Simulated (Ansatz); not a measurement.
## Geometry relaxation, with input and output: W15S28 (charge +1) (part 5 of 5)

Continued. System: W15S28 (defect cell, 43 atoms in the cell, total charge +1). Method: DFT PBE+D3(BJ), scalar-relativistic, plane waves, PAW, spin-polarised (Ansatz 0.2.0); cutoff 420 eV, 2×2×2 k-mesh, Gaussian smearing of 0.01 eV, collinear spins. The structure derives from a Materials Project entry. It belongs to a series of runs on one base structure; here: W interstitial, charge +1, atoms relaxed at the host's cell.

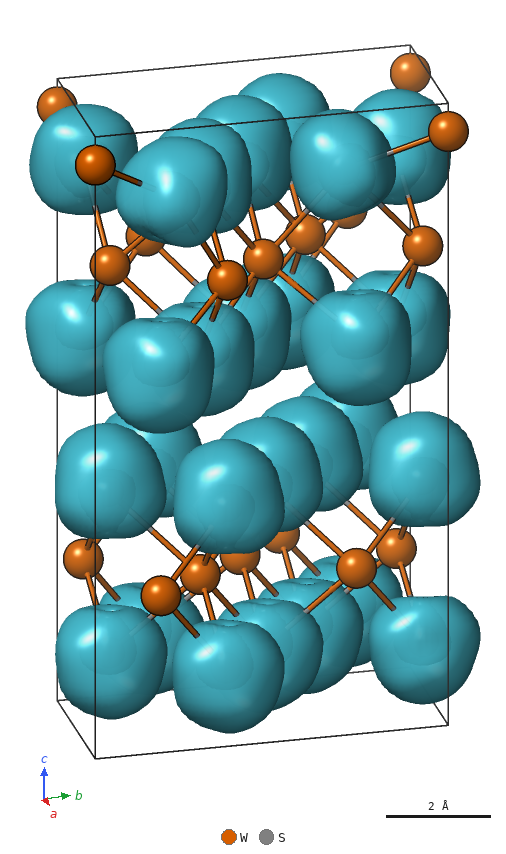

Figure 1. Isosurface of the ELF at 0.7 (cyan), seen at an oblique angle. Only the valence region is drawn (cores and ρ < 0.01 e/Å³ removed). Sticks mark near contacts. The outline is the calculation cell. Profiles from the grid: W–S (2.25 Å): the ELF is about 0.45 at the midpoint. W–S (2.38 Å): the ELF is about 0.50 at the midpoint.
